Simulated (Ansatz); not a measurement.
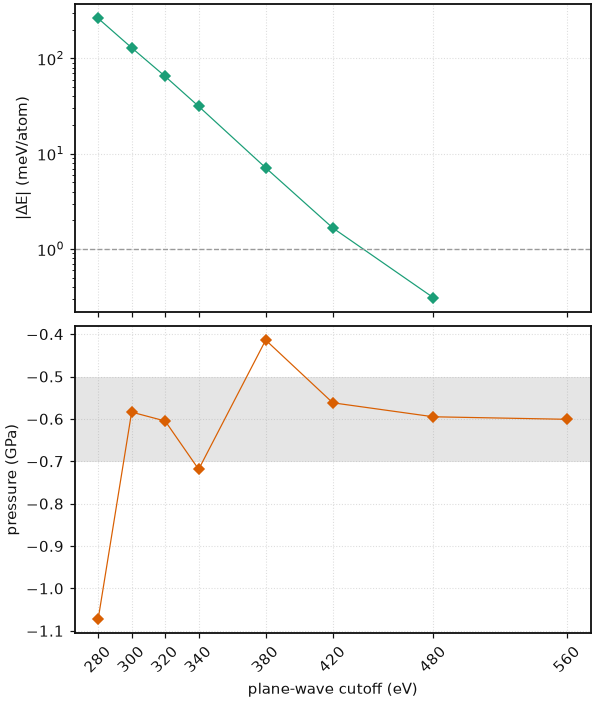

One cell, run at 8 values of the plane-wave cutoff (density cutoff scaled with it).
System: HfC (R3m, 2 atoms in the cell).
Method: HSE06, plane waves, PAW datasets (Ansatz); 4×4×4 k-mesh, Fermi–Dirac smearing of 0.1 eV.
ΔE is the free energy less its value at the largest setting, 560 eV.
Dashed lines or grey bands mark the tolerance: 1 meV/atom and 0.1 GPa.
The pressure holds the program's Pulay correction for the finite basis; without it, low cutoffs would be much further off.

### What is enough for the free energy to 1 meV/atom?

The free energy is within 1 meV/atom of the largest setting's value from 480 eV on. It is off by 260 meV/atom at 280 eV, 31 meV/atom at 340 eV and 1.7 meV/atom at 420 eV (always above it). The smaller bases give higher energies, which fall towards the limit as the basis grows.

### And the pressure, to 0.1 GPa?

The pressure is within 0.1 GPa of the largest setting's value from 420 eV on. The agreement at 300 eV and 320 eV is by chance. It is −1.07 GPa at 280 eV, −0.60 GPa at 320 eV, −0.41 GPa at 380 eV and −0.60 GPa at 560 eV.
